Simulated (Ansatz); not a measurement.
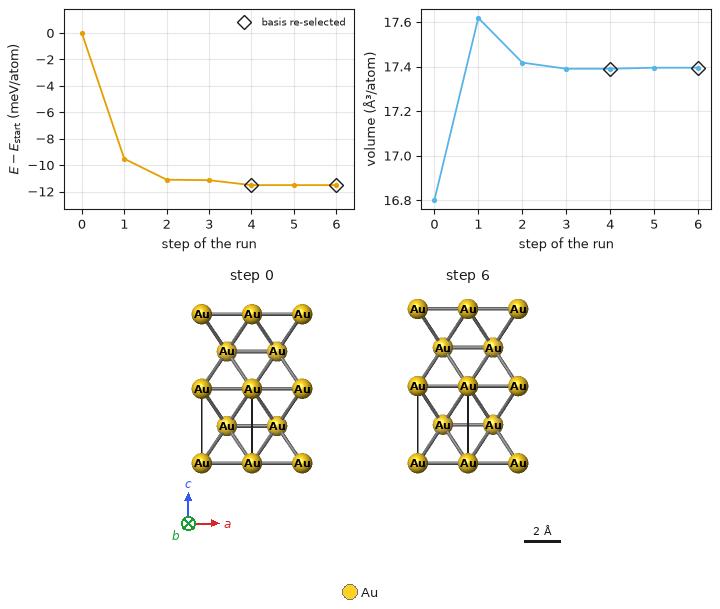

First and last geometry of a relaxation of solid Au (set up in I4/mmm), with the history of the run. Style: ball-and-stick. Shown: the cell of the calculation, repeated 2 × 1 × 2 with one cell outlined, along the b axis.

Case: biaxial strain in the a-b plane of -3.0 %; c and atoms relaxed.

These are results of Ansatz, DFT r2SCAN, scalar-relativistic, plane waves, PAW, not measurements.

Input file:
```yaml
crystal:
  lattice:
    - [2.0003241523, 2.0003241523, 0.0]
    - [-2.0003241523, 2.0003241523, 0.0]
    - [0.0, 0.0, 4.1986185301]
  atoms:
    - { symbol: Au, position: [0.0, 0.0, 0.0] }
    - { symbol: Au, position: [0.5, 0.5, 0.5] }
basis:
  ecutwfc: 500
kpoints:
  mp_grid: { grid: [18, 18, 12] }
hamiltonian:
  xc: r2scan
scf:
  occupations: { method: gaussian, width: 0.1 }
output:
  forces: true
  stress: true
  eigenvalues: true
relax:
  adjacent_minimum: "off"
  f_tol: 0.008
  max_steps: 40
  cell: { stress_tol: 0.015, fix: [a, b, gamma] }
```

Command:
```bash
ansatz run input.yaml --threads 1 --pin off --max-ram 2560MiB --backend cpu --events-out ev --progress --plain --runs-dir out
```

What do the curves and the structures tell?

It converged. After 4 accepted moves (6 points after the start) the energy has fallen by 11.5 meV per atom. All forces vanish by symmetry, so only the cell relaxes. Pressure: 7.65 GPa at the start and 1.61 GPa at the end. The SCF was repeated twice at an unchanged geometry on a basis and grid sized afresh for the cell, which shifted the energy by 0.4 meV per atom at most. No atom moves by more than 0.005 Å relative to the cell. Cell: a = b unchanged at 2.829 Å, c 4.199 → 4.347 Å (+3.5 %). Volume +3.5 %. Near-neighbour distances that change, for instance: Au1–Au2 2.900 → 2.954 Å. The space group stays I4/mmm (No. 139).
